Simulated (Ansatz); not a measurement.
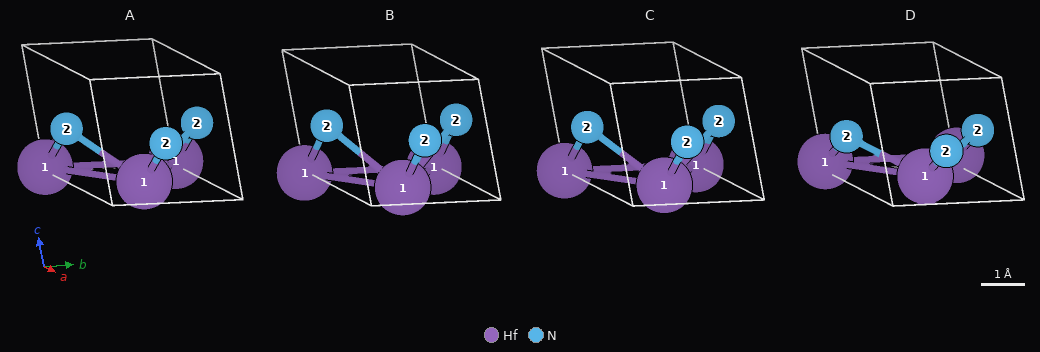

4 geometries from one relaxation of a crystal of HfN (set up in P1), in shuffled order. A ball-and-stick model of the larger cell on standard axes (2 times the calculation's cell), seen slightly off an axis.

Computed with Ansatz 0.2.0, DFT PBE, scalar-relativistic, plane waves, PAW. (plane-wave cutoff 420 eV; k-point mesh 12 × 12 × 12; occupations gaussian; smearing width 0.15 eV; no spin polarisation; cell and atoms relaxed; force threshold 0.01 eV/Å; at most 80 steps)

> Put them in the order of the run, from the start to the converged end.

D, A, B, C. They are steps 0, 1, 2, 5, at +528 meV per atom, +102 meV per atom, +71.7 meV per atom relative to the last. The energy falls by 528 meV per atom in 4 accepted moves (5 points after the start). Largest force component: 3.3 eV/Å at the start, 0.00053 eV/Å at the end. Pressure: 23.06 GPa at the start and 0.01 GPa at the end. The SCF was repeated once at an unchanged geometry on a basis and grid sized afresh for the cell, which shifted the energy by less than 0.05 meV per atom at most. The largest moves relative to the cell, 0.22 Å, are those of Hf1 and N2. N2 goes roughly along [1 0 3]. By element the largest moves are N 0.22 Å, Hf 0.22 Å. The drawn cell changes at constant volume: a 5.570 → 5.569 Å (0.0 %), b = c unchanged at 3.216 Å. Near-neighbour distances that change, for instance: Hf1–N2 2.607 → 2.273 Å, Hf1–N2 (another image) 1.987 → 2.273 Å, Hf1–N2 (another image) 2.542 → 2.274 Å, Hf1–N2 (another image) 2.521 → 2.274 Å. Among the angles between lasting bonds that change: Hf1–N2–Hf1 160.1° → 180.0°, Hf1–N2–Hf1 160.8° → 180.0°, Hf1–N2–Hf1 163.5° → 180.0°. Within 0.06 Å the space group is Cm at the start and Fm-3m at the end; at a tighter tolerance small leftover displacements or strains of the cell lower it. The run took 2 min on 2 threads of Arm Neoverse V2, on a shared host, peak memory 0.73 GiB.
